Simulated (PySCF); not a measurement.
# One shape, several levels: C4H6 (SMILES C1C2CC12)

Aim: a comparison of 6 runs (B3LYP/6-31G*, M06-L/cc-pVDZ, PBE/cc-pVDZ, PBE0/cc-pVDZ, wB97M-V/cc-pVDZ, CCSD(T)/cc-pVDZ) of C4H6. 

The results are computed with PySCF 2.14.0.

2 further runs of the same task are left out: 2 set aside as unsound or not needed.

### Step 1. The molecule

C4H6: 10 atoms, total charge 0, spin state singlet. SMILES: `C1C2CC12`. The coordinates come from a PBE0-D4/def2-TZVP relaxation.

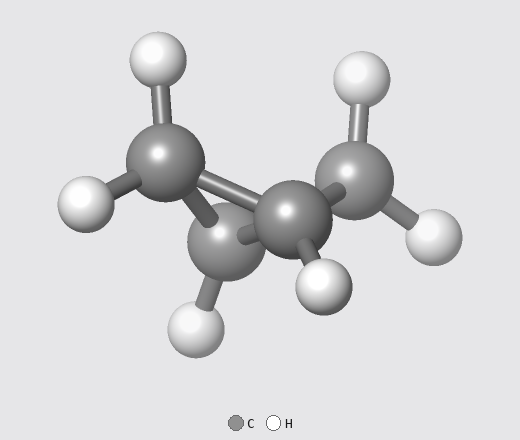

Viewed from a chosen angle; carbon grey, hydrogen white.

### Step 2. The energy at B3LYP/6-31G(d) (spherical functions) (run 1)

Contents of job.py:

```python
# Bicyclo[1.1.0]butane
from pyscf import gto, dft

system = gto.Mole()
system.atom = '''
C     -0.945543     1.750340    -0.956693
C     -0.907220    -1.046096    -0.642110
C      0.442801    -1.160915     1.824606
C      1.440519     0.420936    -0.278451
H     -1.098195     2.469211    -2.872951
H     -1.887950     2.905567     0.467008
H     -1.324301    -2.523389    -1.980244
H     -0.390625    -0.234175     3.466608
H      1.458812    -2.892736     2.249624
H      3.211703     0.311238    -1.277398
'''
system.verbose = 3
system.basis = '6-31g*'
system.max_memory = 1860
system.charge = 0
system.unit = 'bohr'
system.build()

mf = dft.RKS(system)
mf.xc = 'b3lyp'
mf.grids.level = 5
mf.conv_tol = 1e-10
mf.kernel()
if not mf.converged:
    mf = mf.newton().run(mf.mo_coeff, mf.mo_occ)

e_tot = mf.e_tot
print('Final energy', e_tot)
```

Command:

```
$ OMP_NUM_THREADS=1 python job.py
```

What it wrote:

```text
converged SCF energy = -155.944960269206
Final energy -155.94496026920584
```

Wall time 12 s (1 thread of Arm Neoverse V2, shared host); peak memory 0.35 GiB.

### Step 3. The energy at M06-L/cc-pVDZ (run 2)

Contents of job.py:

```python
# Bicyclo[1.1.0]butane
from pyscf import gto, dft

mol = gto.M(
    atom='''
C   -0.500360   0.926240  -0.506260
C   -0.480080  -0.553570  -0.339790
C    0.234320  -0.614330   0.965540
C    0.762290   0.222750  -0.147350
H   -0.581140   1.306650  -1.520300
H   -0.999060   1.537560   0.247130
H   -0.700790  -1.335320  -1.047900
H   -0.206710  -0.123920   1.834450
H    0.771970  -1.530770   1.190450
H    1.699560   0.164700  -0.675970
''',
    verbose=3,
    basis='cc-pvdz',
    max_memory=1860,
)

calc0 = dft.RKS(mol, xc='m06-l')
calc0.grids.level = 5
calc0.conv_tol = 1e-10
calc0.kernel()
if not calc0.converged:
    calc0 = calc0.newton().run(calc0.mo_coeff, calc0.mo_occ)

etot = calc0.e_tot
print('Final energy', etot)
```

Command:

```
$ OMP_NUM_THREADS=1 python job.py
```

What it wrote:

```text
converged SCF energy = -155.949089406062
Final energy -155.94908940606166
```

It took 32 s on 1 thread of Arm Neoverse V2, shared host; peak memory 0.47 GiB.

Runs 3 to 4 aren't shown in full; the table further down has their settings and results.

### Step 4. A single-point energy at wB97M-V/cc-pVDZ (run 5)

Contents of geometry.xyz:

```xyz
10
C4H6
C     -0.500360     0.926240    -0.506260
C     -0.480080    -0.553570    -0.339790
C      0.234320    -0.614330     0.965540
C      0.762290     0.222750    -0.147350
H     -0.581140     1.306650    -1.520300
H     -0.999060     1.537560     0.247130
H     -0.700790    -1.335320    -1.047900
H     -0.206710    -0.123920     1.834450
H      0.771970    -1.530770     1.190450
H      1.699560     0.164700    -0.675970
```

Contents of job.py:

```python
# Bicyclo[1.1.0]butane
from pyscf import gto, dft

mol = gto.M(
    atom='geometry.xyz',
    spin=0,
    basis='cc-pvdz',
    charge=0,
    verbose=4,
    max_memory=1860,
)

mf = dft.RKS(mol, xc='wb97m-v')
mf.nlcgrids.level = 1
mf.grids.level = 5
mf.conv_tol = 1e-10
mf.kernel()
if not mf.converged:
    mf = mf.newton().run(mf.mo_coeff, mf.mo_occ)

e_final = mf.e_tot
print('E(%s) = %.9f' % ('WB97M-V', e_final))
```

Command:

```
$ OMP_NUM_THREADS=1 python job.py
```

What it wrote:

```text
PySCF version 2.14.0

[... 88 lines left out ...]
converged SCF energy = -155.872369819148
E(WB97M-V) = -155.872369819
```

Run time: 86 s. Hardware: 1 thread of Arm Neoverse V2, shared host; peak memory 0.48 GiB.

### Step 5. A single-point energy at CCSD(T)/cc-pVDZ (run 6)

Contents of input.py:

```python
# Bicyclo[1.1.0]butane
from pyscf import gto, scf, cc

molecule = gto.Mole()
molecule.atom = '''
C   -0.500360   0.926240  -0.506260
C   -0.480080  -0.553570  -0.339790
C    0.234320  -0.614330   0.965540
C    0.762290   0.222750  -0.147350
H   -0.581140   1.306650  -1.520300
H   -0.999060   1.537560   0.247130
H   -0.700790  -1.335320  -1.047900
H   -0.206710  -0.123920   1.834450
H    0.771970  -1.530770   1.190450
H    1.699560   0.164700  -0.675970
'''
molecule.verbose = 4
molecule.basis = 'cc-pvdz'
molecule.max_memory = 1860
molecule.build()

myscf = scf.RHF(molecule)
myscf.conv_tol = 1e-10
myscf.kernel()
if not myscf.converged:
    myscf = myscf.newton().run(myscf.mo_coeff, myscf.mo_occ)

mycc = cc.CCSD(myscf, frozen=4)
mycc.kernel()
e_t = mycc.ccsd_t()
energy = mycc.e_tot + e_t
print('Final energy', energy)
```

Command:

```
$ OMP_NUM_THREADS=1 python input.py
```

What it wrote:

```text
PySCF version 2.14.0

[... 64 lines left out ...]
converged SCF energy = -154.883558642934
[... 1 line left out ...]
******** <class 'pyscf.cc.ccsd.CCSD'> ********
CC2 = 0
CCSD nocc = 11, nmo = 82
frozen orbitals 4
max_cycle = 50
direct = 0
conv_tol = 1e-07
conv_tol_normt = 1e-05
diis_space = 6
diis_start_cycle = 0
diis_start_energy_diff = 1e+09
Init t2, MP2 energy = -155.432944435568  E_corr(MP2) -0.549385792634368
Init E_corr(CCSD) = -0.549385792634394
cycle = 1  E_corr(CCSD) = -0.570340110594423  dE = -0.020954318  norm(t1,t2) = 0.0495215
cycle = 2  E_corr(CCSD) = -0.583480186753008  dE = -0.0131400762  norm(t1,t2) = 0.0158227
cycle = 3  E_corr(CCSD) = -0.586725569169021  dE = -0.00324538242  norm(t1,t2) = 0.00590718
cycle = 4  E_corr(CCSD) = -0.587563405115928  dE = -0.000837835947  norm(t1,t2) = 0.0016043
cycle = 5  E_corr(CCSD) = -0.587499906080794  dE = 6.34990351e-05  norm(t1,t2) = 0.000441657
cycle = 6  E_corr(CCSD) = -0.587480070403338  dE = 1.98356775e-05  norm(t1,t2) = 0.00010614
cycle = 7  E_corr(CCSD) = -0.587486495035037  dE = -6.4246317e-06  norm(t1,t2) = 3.97943e-05
cycle = 8  E_corr(CCSD) = -0.587487426795974  dE = -9.31760938e-07  norm(t1,t2) = 1.1158e-05
cycle = 9  E_corr(CCSD) = -0.587486761681079  dE = 6.65114895e-07  norm(t1,t2) = 4.04364e-06
cycle = 10  E_corr(CCSD) = -0.587486748890059  dE = 1.27910205e-08  norm(t1,t2) = 1.24897e-06
CCSD converged
E(CCSD) = -155.4710453918239  E_corr = -0.5874867488900589
CCSD(T) correction = -0.0205778026752264
Final energy -155.49162319449914
```

Run time: 26 s. Hardware: 1 thread of Arm Neoverse V2, shared host; peak memory 0.43 GiB.

### Step 6. Overview of the runs

```tsv
run	level	nlc grid	integration grid	energy (Eh)	dipole moment (D) of the reference	HOMO energy (eV)	LUMO energy (eV)	wall time
1	B3LYP/6-31G* (spherical functions)	–	5	-155.944960	0.77	-6.53	2.86	12 s
2	M06-L/cc-pVDZ	–	5	-155.949089	0.72	-5.91	1.92	32 s
3	PBE/cc-pVDZ	–	5	-155.741695	0.74	-5.70	1.35	15 s
4	PBE0/cc-pVDZ	–	5	-155.770771	0.74	-6.92	2.25	16 s
5	wB97M-V/cc-pVDZ	1	5	-155.872370	0.73	-9.17	3.93	86 s
6	CCSD(T)/cc-pVDZ	–	–	-155.491623	0.74	-9.66	5.26	26 s
```

### Step 7. Summary of results

| quantity | value |
| --- | --- |
| run 6: total energy | -155.49162 Eh |
| run 6: dipole moment (Hartree–Fock density) | 0.74 D |
| run 6: HOMO energy (Hartree–Fock orbitals) | -9.66 eV |
| run 6: LUMO energy (Hartree–Fock orbitals) | 5.26 eV |
| run 6: HOMO–LUMO gap (Hartree–Fock orbitals) | 14.92 eV |
| run 6: correlation energy (4 core orbitals frozen) | -608.1 mEh |
| run 6: (T) correction | -20.58 mEh |
| run 6: T1 diagnostic | 0.007 |

**Reading.** Over runs 1, 2, 3, 4, 5 the dipole moment (its size) runs from 0.72 D (M06-L/cc-pVDZ) to 0.77 D (B3LYP/6-31G*). The two ends differ in method and basis. Over runs 1, 2, 3, 4, 5 the HOMO–LUMO gap runs from 7.04 eV (PBE/cc-pVDZ) to 13.10 eV (wB97M-V/cc-pVDZ). Totals of different functionals can't be ranked against each other. All runs together took 3.1 min, the longest 86 s.
